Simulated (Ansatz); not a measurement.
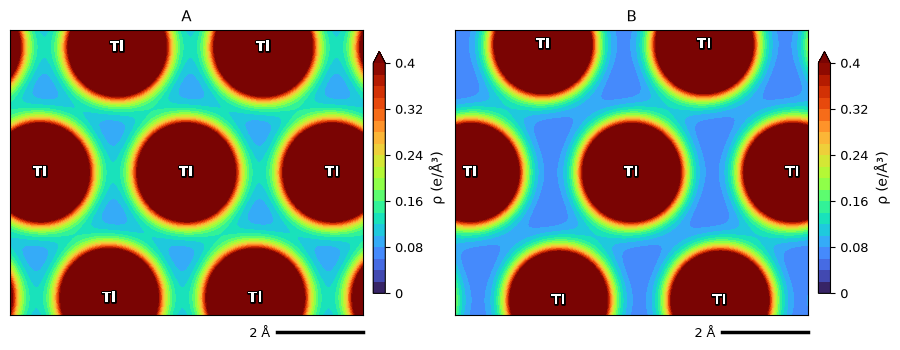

Tl. The valence pseudo-density of two cells that differ in size and shape, on the (111) plane of each (indices in the axes of the calculation cell), at one length scale and on one colour scale; one has 26.8 and the other 31.5 Å³ an atom.

Method: DFT PBEsol, scalar-relativistic, plane waves, PAW in Ansatz 0.2.0.

Core electrons are frozen (PAW), and the valence fields are smoothed inside the atomic spheres.

Which panel shows the smaller cell, and what does the compression change?

Answer. Panel A is the smaller cell, by 15 % in volume. From the larger cell to the smaller, Tl–Tl goes from 3.43 to 3.33 Å, and the density at its midpoint from 0.12 to 0.14 e/Å³; the pressure goes from −2.8 to 2.5 GPa.
